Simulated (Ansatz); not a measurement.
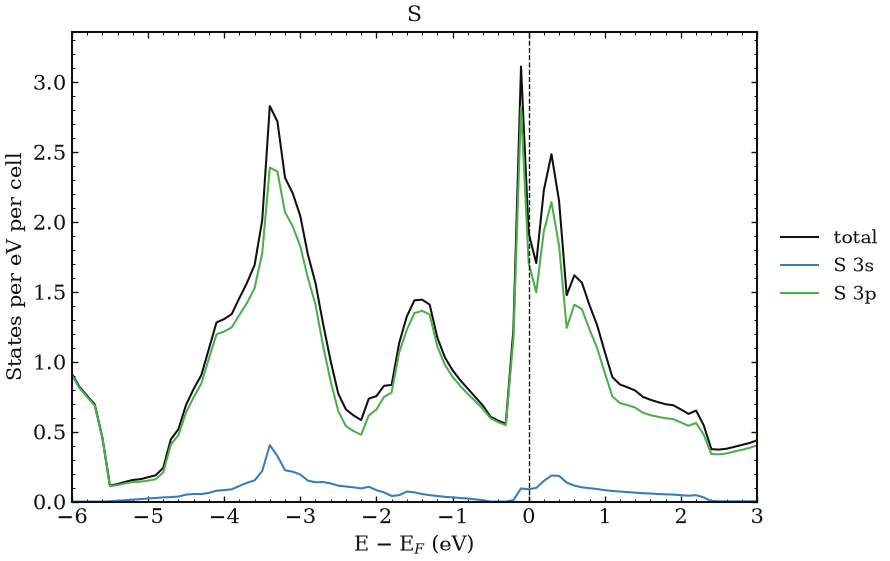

Density of states. Energies are counted from the Fermi level. The partial curves are projected on Löwdin-orthogonalised atomic shells.

System: S, space group P6/mmm, 2 atoms in the cell.

```xyz
2
Lattice="3.9902 0.0000 0.0000 -1.9951 3.4556 0.0000 0.0000 0.0000 4.4880" Properties=species:S:1:pos:R:3 pbc="T T T"
S     0.0000    2.3037    2.2440
S     1.9951    1.1519    2.2440
```

Method: DFT PBE, scalar-relativistic, plane waves, PAW, no spin polarisation, 18×18×12 k mesh, 420 eV cutoff, Gaussian smearing of 0.1 eV (Ansatz 0.2.0).

Question: Metal or insulator, and how many states lie at the Fermi level?

Answer: It is a metal. The density of states at the Fermi level isn't well fixed here: it changes fast, and within 0.3 eV it runs from 0.56 to 3.1 per eV and cell.

The structure is an invented one, so it need not be a known or stable phase.
